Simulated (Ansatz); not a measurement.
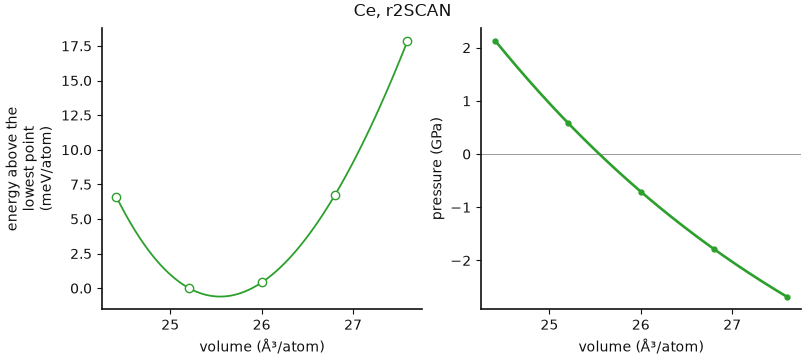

The plot gives the computed energy above the lowest point and pressure against volume for Ce, space group Fm-3m (No. 225) (one of a set of cubic test structures, which need not be the stable phase).

Method: equation of state of a cubic crystal from periodic Kohn-Sham density functional theory without spin, third-order Birch-Murnaghan fit to the free energies; pressure corrected for the finite basis (Ansatz 0.2.0 development build). Level: r2SCAN.

structure type fcc; atoms in cell 1; space group number 225; lattice centring face-centred primitive; k mesh 12×12×12; occupation method Fermi–Dirac; occupation width 0.1 eV; wave cutoff 700 eV; datasets hard PAW; density tolerance 1e−09 eV; bands 21; density cutoff ratio 4; search for lower states default; xc grid level 2.

### Give the fitted equation-of-state parameters.

A third-order Birch–Murnaghan fit gives V0 = 25.55 Å³/atom, B0 = 41.9 GPa and B′ = 4.9.

### What does the pressure do across the range?

It falls from 2.124 GPa at volume 24.41 Å³/atom to −2.679 GPa at 27.59 Å³/atom, and changes sign near 25.56 Å³/atom.

Limits of the calculation: modest k-mesh, values are not fully converged in k; open f shell treated without spin; open f shell, state may not be the lowest; pseudopotentials made with PBE, not this functional.
